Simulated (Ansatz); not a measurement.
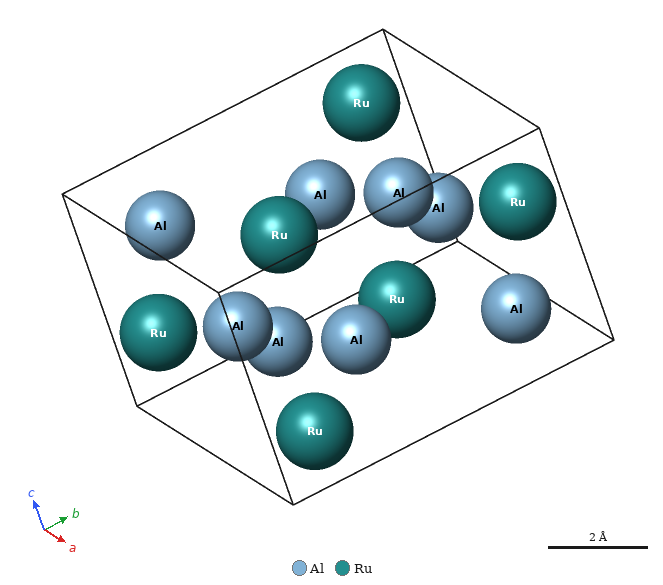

A spheres-only rendering, viewed from a general direction. The frame is the conventional unit cell; atoms at its boundary are shown with their periodic copies.

Al$_{2}$Ru, space group C2/c (No. 15), a = 4.74 Å, b = 8.77 Å, c = 4.66 Å, α = 90.00°, β = 119.05°, γ = 90.00°.

Setup: DFT PBEsol, scalar-relativistic, plane waves, PAW in Ansatz; a 420 eV plane-wave basis, k-points about 0.17 Å⁻¹ apart, Gaussian smearing of 0.01 eV, no spin polarisation.

How large a gap does the method give, if there is one?

Answer. A semiconductor at this level, with a gap of 0.09 eV.

Would the cell expand or shrink if it could?

Answer. The computed pressure is -4.5 GPa (stretched: it would shrink). The stress isn't hydrostatic: its largest component is 7.1 GPa.

Its origin is a structure listed in the Materials Project. Earlier steps of the study may have refined or changed the cell and positions. It went into a calculation with Ansatz.

At this level of theory the cell isn't at rest (stretched, at -5 GPa), so its distances can differ from those at equilibrium, the more so the softer the solid.
